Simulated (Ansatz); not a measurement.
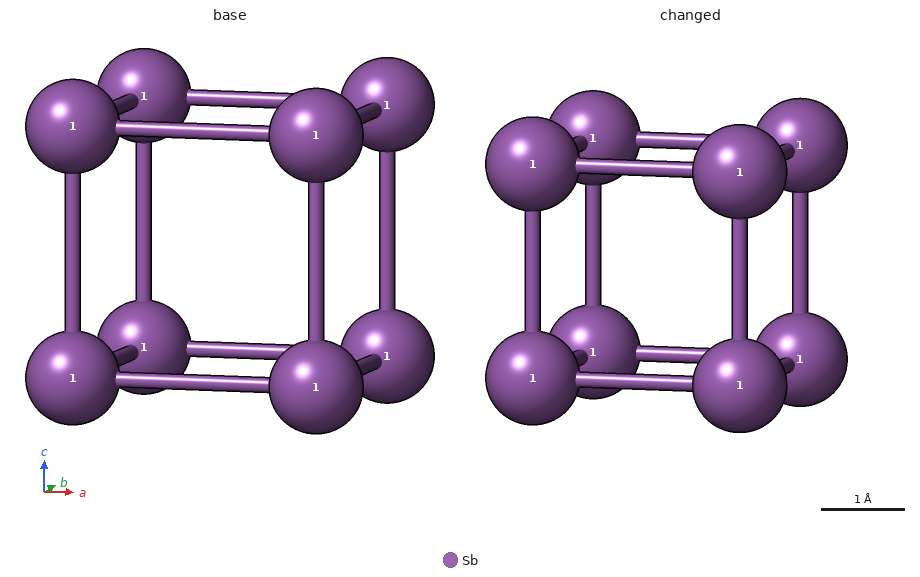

Left: solid Sb (set up in Pm-3m). Right: the same structure after one change, at the same scale. A ball-and-stick model of the cell of the calculation, seen slightly off an axis.

The calculation used DFT r2SCAN, scalar-relativistic, plane waves, PAW (Ansatz 0.2.0). (plane-wave cutoff 500 eV; occupations gaussian; smearing width 0.1 eV; no spin polarisation) The k-mesh is chosen for each cell (14×14×14, 16×16×16).

The crystal is put under a hydrostatic pressure of 90 GPa. Cell and atoms are relaxed at that pressure.

Q: What does the change do?

A: Energy change: +2006 meV per atom. (The two runs use different k-meshes.) Pressure: 0.0 GPa before, 90.0 GPa after. Cell: a = b = c 3.088 → 2.626 Å (−15.0 %). Volume −38.5 %. The atoms keep their places relative to the cell (all moves are under 0.005 Å). Near-neighbour distances before and after: Sb–Sb 3.088 → 2.626 Å. The space group stays Pm-3m (No. 221).
